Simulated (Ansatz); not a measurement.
**Ta$_{2}$N: a changed input and its effect**

System: Ta$_{2}$N (P-31m, 9 atoms in the cell).
Method of run 1: DFT PBEsol, scalar-relativistic, plane waves, PAW, no spin polarisation (Ansatz 0.2.0).

The structure derives from a Materials Project entry. Text and figures count atoms from 1; the logs count them from 0 in places.

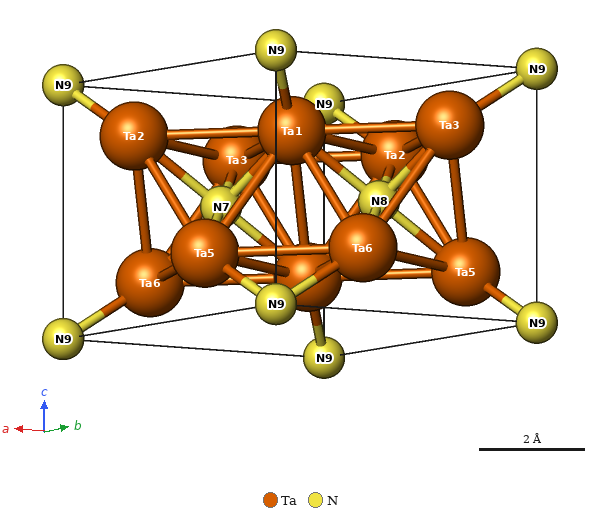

**Figure 1.** The input geometry (ball-and-stick view of the cell of the calculation, seen at an oblique angle; atoms are numbered from 1 in the order of the input). An atom can appear more than once, as a periodic image. Near neighbours in the periodic cell (some may lie outside the picture): Ta has 3 N at 2.15 to 2.16 Å and 12 Ta at 3.00 to 3.07 Å; N has 6 Ta at 2.15 to 2.16 Å.

**Input file, run 1**
```yaml
crystal:
  lattice:
    - [5.2965720514, 0.0, 0.0]
    - [-2.6482860257, 4.5869659495, 0.0]
    - [0.0, 0.0, 4.9391825701]
  atoms:
    - { symbol: Ta, position: [0.66636167, 0.66636167, 0.75361826] }
    - { symbol: Ta, position: [0.0, 0.33363833, 0.75361826] }
    - { symbol: Ta, position: [0.33363833, 0.0, 0.75361826] }
    - { symbol: Ta, position: [0.33363833, 0.33363833, 0.24638174] }
    - { symbol: Ta, position: [0.0, 0.66636167, 0.24638174] }
    - { symbol: Ta, position: [0.66636167, 0.0, 0.24638174] }
    - { symbol: "N", position: [0.66666667, 0.33333333, 0.5] }
    - { symbol: "N", position: [0.33333333, 0.66666667, 0.5] }
    - { symbol: "N", position: [0.0, 0.0, 0.0] }
basis:
  ecutwfc: 420
kpoints:
  mp_grid: { grid: [6, 6, 4] }
hamiltonian:
  xc: pbesol
scf:
  occupations: { method: gaussian, width: 0.1 }
output:
  forces: true
  stress: true
  eigenvalues: true
```

Command:
```bash
ansatz run input.yaml --threads 2 --pin off --max-ram 5120MiB --backend cpu --events-out ev --progress --plain --runs-dir out
```

Hardware: 2 threads of Arm Neoverse V1, 24 GiB of memory available, shared host.

**Output, shortened to warnings, some set-up lines, iterations and results (run 1)**
```
Basis set: ecut = 420 eV, 2351 PW (Γ), exchange–correlation on 72×72×72 points (8 copies of the dense FFT grid, shifted against one another)
Symmetry: 12 space group operations
k-points: 24 of 144
Initial density: superposition of atomic densities (neutral atoms: chi_scale 0, normalization atom), corrected by the library's trained network
[...]
SCF iter   1: F=—  HF=-59983.960194 eV  |F-HF|=—  |Δ(HF+E_count)|=         —  Δρ=9.25e-3  dr2=8.52e-2  ethr=1.77e-3  ⟨swp⟩=6.2  Hψ=5313  notcnv=0
SCF iter   2: F=—  HF=-59983.944069 eV  |F-HF|=—  |Δ(HF+E_count)|=   1.61e-2  Δρ=3.81e-3  dr2=1.57e-2  ethr=9.16e-5  ⟨swp⟩=2.0  Hψ=1945  notcnv=0
SCF iter   3: F=—  HF=-59983.942323 eV  |F-HF|=—  |Δ(HF+E_count)|=   1.75e-3  Δρ=1.83e-3  dr2=4.64e-3  ethr=1.69e-5  ⟨swp⟩=1.0  Hψ=1280  notcnv=0
SCF iter   4: F=—  HF=-59983.941314 eV  |F-HF|=—  |Δ(HF+E_count)|=   1.01e-3  Δρ=2.57e-4  dr2=9.76e-5  ethr=4.99e-6  ⟨swp⟩=2.0  Hψ=1534  notcnv=0
SCF iter   5: F=—  HF=-59983.941316 eV  |F-HF|=—  |Δ(HF+E_count)|=   2.50e-6  Δρ=7.78e-5  dr2=6.21e-6  ethr=1.05e-7  ⟨swp⟩=2.0  Hψ=1796  notcnv=0
SCF iter   6: F=—  HF=-59983.941315 eV  |F-HF|=—  |Δ(HF+E_count)|=   1.02e-6  Δρ=2.61e-5  dr2=8.60e-7  ethr=6.68e-9  ⟨swp⟩=2.0  Hψ=1815  notcnv=0
SCF iter   7: F=-59983.941315 eV  HF=-59983.941315 eV  |F-HF|=5.99e-8  |Δ(HF+E_count)|=   1.66e-7  Δρ=7.70e-6  dr2=9.07e-8  ethr=1.08e-10  ⟨swp⟩=10.1  Hψ=5766  notcnv=0
SCF 1 converged in 7 iterations: F = -59983.941315 eV  dr2 = 9.07e-8
SCF converged after 7 iterations
Free energy (F): -59983.941315 eV
Harris-Foulkes:  -59983.941315 eV  (|F-HF|=5.99e-8)
Internal energy: -59983.929947 eV  (E = F + TS)
E sigma→0 (E₀):  -59983.935631 eV
Entropy (-TS):   -0.011368 eV (-1.263 meV/atom)
Fermi energy:    19.658510 eV
--- Per-component energies (eV) ---
  E_band       = -515.320982
  E_kinetic    = 2596.058308
  E_local      = -3654.481683  (includes V_loc(G=0)·N_el)
  E_nonlocal   = 238.410334
  E_hartree    = 1256.012497
  E_xc         = -1484.720231
  E_vxc        = -1456.493842  (∫ρ·V_xc dr)
  E_paw        = -50003.844901  (= ΣΔE_a)
  E_vpaw       = -750.838239  (= ΣTr[D̂ρ^β])
  E_aug_tail   = 0.001213  (compensation charges beyond the density's cutoff)
  E_ewald      = -8932.731658
  E_core_change = 1.366175  (= ΣΔE_core)
  E_smearing   = -0.011368  (= −TS)
  E_closure    = 0.000000  (closes the sum)
  Σ components = -59983.941315   (vs F -59983.941315, Δ=0.00e0)
--- Forces (eV/Å), atoms counted from 1 ---
  atom   1  Ta     0.01728282     0.02993472    -0.10620178
  atom   2  Ta     0.01728282    -0.02993472    -0.10620178
  atom   3  Ta    -0.03456563    -0.00000000    -0.10620178
  atom   4  Ta    -0.01728282    -0.02993472     0.10620178
  atom   5  Ta    -0.01728282     0.02993472     0.10620178
  atom   6  Ta     0.03456563     0.00000000     0.10620178
  atom   7  N     -0.00000000     0.00000000    -0.00000000
  atom   8  N     -0.00000000    -0.00000000     0.00000000
  atom   9  N      0.00000000    -0.00000000     0.00000000
  max |Σ_I F_I| component: 2.78e-17 eV/Å
--- Stress (GPa, compression-positive) ---
       -5.206506      -0.000000      -0.000000
       -0.000000      -5.206506       0.000000
       -0.000000      -0.000000      -5.614770
  P = ⅓ Tr σ = -5.3426 GPa (-53.426 kbar)
```

For run 2 the input was changed thus:
```diff
-  mp_grid: { grid: [6, 6, 4] }
+  mp_grid: { grid: [12, 12, 8] }
+  populations: true
```

How does run 2 compare with run 1?

The free energy of run 2 is 4.4 meV per atom higher, which measures how much it depends on this numerical setting. The largest force goes from 0.112 to 0.137 eV/Å. The number of SCF iterations is the same. The irreducible k-points go from 24 to 131. On the same kind of shared host run 2 took about 5.8 times as long.

**Output, shortened to warnings, some set-up lines, iterations and results (run 2)**
```
Basis set: ecut = 420 eV, 2351 PW (Γ), exchange–correlation on 72×72×72 points (8 copies of the dense FFT grid, shifted against one another)
Symmetry: 12 space group operations
k-points: 131 of 1152
Initial density: superposition of atomic densities (neutral atoms: chi_scale 0, normalization atom), corrected by the library's trained network
[...]
SCF iter   1: F=—  HF=-59983.921533 eV  |F-HF|=—  |Δ(HF+E_count)|=         —  Δρ=9.40e-3  dr2=8.96e-2  ethr=1.77e-3  ⟨swp⟩=6.4  Hψ=29108  notcnv=0
SCF iter   2: F=—  HF=-59983.904505 eV  |F-HF|=—  |Δ(HF+E_count)|=   1.70e-2  Δρ=3.83e-3  dr2=1.66e-2  ethr=9.64e-5  ⟨swp⟩=2.0  Hψ=10640  notcnv=0
SCF iter   3: F=—  HF=-59983.902557 eV  |F-HF|=—  |Δ(HF+E_count)|=   1.95e-3  Δρ=1.86e-3  dr2=5.02e-3  ethr=1.79e-5  ⟨swp⟩=1.1  Hψ=6993  notcnv=0
SCF iter   4: F=—  HF=-59983.901424 eV  |F-HF|=—  |Δ(HF+E_count)|=   1.13e-3  Δρ=2.67e-4  dr2=1.03e-4  ethr=5.40e-6  ⟨swp⟩=2.0  Hψ=8369  notcnv=0
SCF iter   5: F=—  HF=-59983.901403 eV  |F-HF|=—  |Δ(HF+E_count)|=   2.10e-5  Δρ=9.34e-5  dr2=9.15e-6  ethr=1.11e-7  ⟨swp⟩=2.0  Hψ=9922  notcnv=0
SCF iter   6: F=—  HF=-59983.901426 eV  |F-HF|=—  |Δ(HF+E_count)|=   2.36e-5  Δρ=2.54e-5  dr2=7.28e-7  ethr=9.84e-9  ⟨swp⟩=2.0  Hψ=9897  notcnv=0
SCF iter   7: F=-59983.901426 eV  HF=-59983.901426 eV  |F-HF|=3.03e-8  |Δ(HF+E_count)|=   1.31e-7  Δρ=5.98e-6  dr2=5.36e-8  ethr=1.08e-10  ⟨swp⟩=11.5  Hψ=29143  notcnv=0
SCF 1 converged in 7 iterations: F = -59983.901426 eV  dr2 = 5.36e-8
SCF converged after 7 iterations
Free energy (F): -59983.901426 eV
Harris-Foulkes:  -59983.901426 eV  (|F-HF|=3.03e-8)
Internal energy: -59983.887643 eV  (E = F + TS)
E sigma→0 (E₀):  -59983.894534 eV
Entropy (-TS):   -0.013783 eV (-1.531 meV/atom)
Fermi energy:    19.710781 eV
--- Per-component energies (eV) ---
  E_band       = -515.114523
  E_kinetic    = 2596.159621
  E_local      = -3654.715397  (includes V_loc(G=0)·N_el)
  E_nonlocal   = 238.439617
  E_hartree    = 1256.180304
  E_xc         = -1484.725563
  E_vxc        = -1456.500253  (∫ρ·V_xc dr)
  E_paw        = -50003.861954  (= ΣΔE_a)
  E_vpaw       = -750.858991  (= ΣTr[D̂ρ^β])
  E_aug_tail   = 0.001213  (compensation charges beyond the density's cutoff)
  E_ewald      = -8932.731658
  E_core_change = 1.366175  (= ΣΔE_core)
  E_smearing   = -0.013783  (= −TS)
  E_closure    = -0.000000  (closes the sum)
  Σ components = -59983.901426   (vs F -59983.901426, Δ=0.00e0)
--- Forces (eV/Å), atoms counted from 1 ---
  atom   1  Ta     0.01412282     0.02446144    -0.13451368
  atom   2  Ta     0.01412282    -0.02446144    -0.13451368
  atom   3  Ta    -0.02824564    -0.00000000    -0.13451368
  atom   4  Ta    -0.01412282    -0.02446144     0.13451368
  atom   5  Ta    -0.01412282     0.02446144     0.13451368
  atom   6  Ta     0.02824564     0.00000000     0.13451368
  atom   7  N      0.00000000     0.00000000    -0.00000000
  atom   8  N      0.00000000    -0.00000000     0.00000000
  atom   9  N      0.00000000     0.00000000     0.00000000
  max |Σ_I F_I| component: 1.11e-16 eV/Å
--- Stress (GPa, compression-positive) ---
       -5.349993      -0.000000      -0.000000
       -0.000000      -5.349993       0.000000
       -0.000000       0.000000      -5.181341
  P = ⅓ Tr σ = -5.2938 GPa (-52.938 kbar)
--- Löwdin populations: 9 sites ---
  site symbol       q [e]
     0     Ta     12.5926
     1     Ta     12.5926
     2     Ta     12.5926
     3     Ta     12.5926
     4     Ta     12.5926
     5     Ta     12.5926
     6      N      5.6171
     7      N      5.6171
     8      N      5.5832
  spilling = 0.006744 (of n_electrons = 93.000000)
```

**The two runs side by side**

| quantity | run 1 | run 2 |
| --- | --- | --- |
| outcome | converged | converged |
| free energy per atom (eV) | −6664.8824 | −6664.8779 |
| energy per atom, smearing taken to zero (eV) | −6664.8817 | −6664.8772 |
| gap on the mesh (eV) | 0.00 | 0.00 |
| pressure (GPa) | −5.34 | −5.29 |
| largest force (eV/Å) | 0.112 | 0.137 |
| SCF iterations | 7 | 7 |
| irreducible k-points | 24 | 131 |
| plane waves at Γ | 2351 | 2351 |
| wall time (shared host) | 6.7 s | 39 s |

For both runs: Spin–orbit coupling is left out, which matters for Ta. The cell holds an odd number of electrons but the run has no spin polarisation, so a band is left half filled. The cell is under a tension of 5.3 GPa at this level, so it is not at its equilibrium volume.
